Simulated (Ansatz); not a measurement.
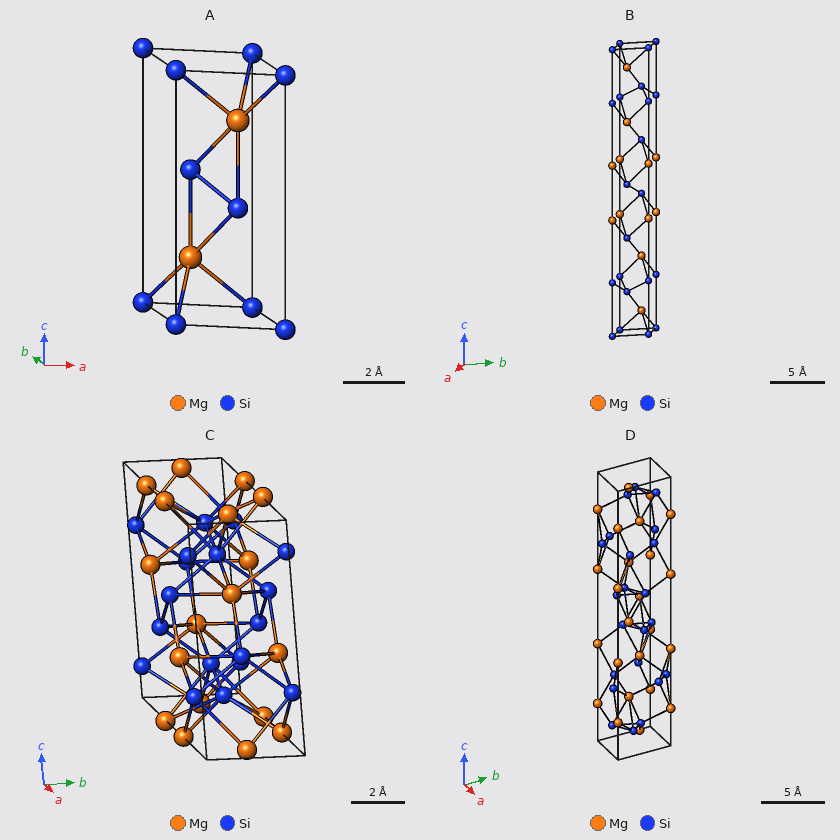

Four structures of Mg₂Si₃, each relaxed to rest (conventional cells in solid outline, small ones repeated, each panel with its own scale). Method: DFT PBE, scalar-relativistic, plane waves, PAW (Ansatz), without spin polarisation.

Name the structure in each panel.

Answer. A: 5 atoms a cell on a primitive hexagonal lattice, P-3m1; B: 15 atoms a cell on a rhombohedral (trigonal R) lattice, R-3m; C: 20 atoms a cell on a base-centred monoclinic lattice, C2/m; D: 30 atoms a cell on a rhombohedral (trigonal R) lattice, R-3c.

Rank them by energy, lowest first.

Answer. C, then A (+75 meV/atom), B (+110 meV/atom) and D (+333 meV/atom), energies at zero smearing.

Collect the results in a table.

Answer.
| panel | structure | E − E(lowest) (meV/atom) | volume (Å³/atom) | gap (eV) |
| --- | --- | --- | --- | --- |
| C | C2/m | 0 | 19.3 | metal |
| A | P-3m1 | 75 | 20.0 | metal |
| B | R-3m | 110 | 19.8 | metal |
| D | R-3c | 333 | 23.8 | metal |

Some of these may be structure types tried for this composition rather than known phases, and the most stable form need not be among them. Gaps are taken on the k-mesh or band path of each run.
